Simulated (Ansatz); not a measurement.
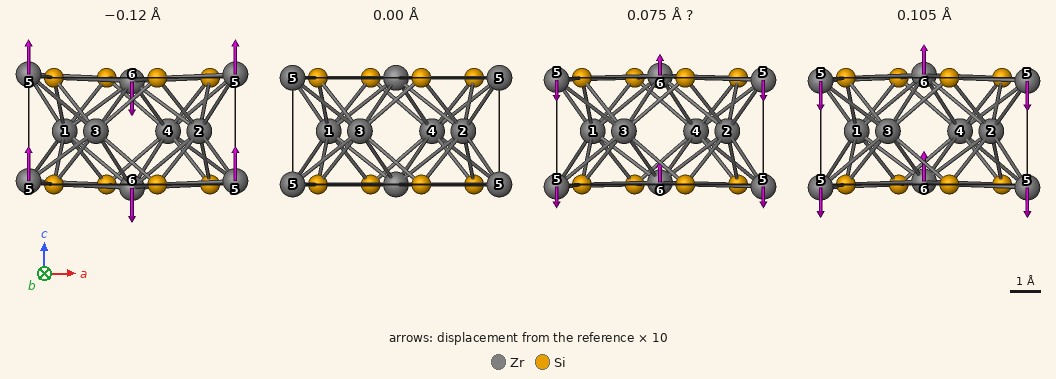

Energy scan for crystalline Zr3Si2 (P4/mbm), in which a normal mode at the zone centre is frozen in with the cell fixed, the amplitude being the largest displacement of an atom. The picture is a ball-and-stick view of the cell of the calculation, seen along the b axis. Purple arrows: displacements from the reference.

These are results of DFT PBEsol, scalar-relativistic, plane waves, PAW in Ansatz, not measurements. (plane-wave cutoff 420 eV; k-point mesh 6 × 6 × 12; occupations gaussian; smearing width 0.15 eV; no spin polarisation). Energies (free energies at the smearing named) are counted from the relaxed crystal.

```
largest displacement (Å)  energy change (meV/cell)
                  −0.120                      80.9
                  −0.060                      20.3
                   0.000                       0.0
                   0.015                       1.3
                   0.030                       5.1
                   0.045                      11.4
                   0.075                         ?
                   0.090                      45.5
                   0.105                      62.0
```

Question: Fill in the missing row.

Answer: A straight line between the two neighbours gives 34.1 meV/cell. A cubic through the four nearest rows (0.030, 0.045, 0.090, 0.105) gives, with Lagrange weights, (−0.2000)(5.1) + (0.5000)(11.4) + (1.0000)(45.5) + (−0.3000)(62.0) = 31.6 meV/cell. The calculation gives 31.6 meV/cell, so the cubic is right to the digits shown and the straight line 2.5 meV/cell too high, as the curve bends upwards here.

The whole profile:

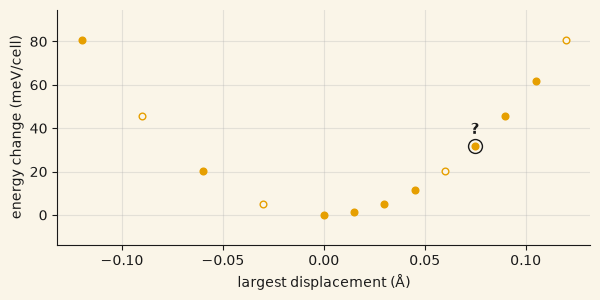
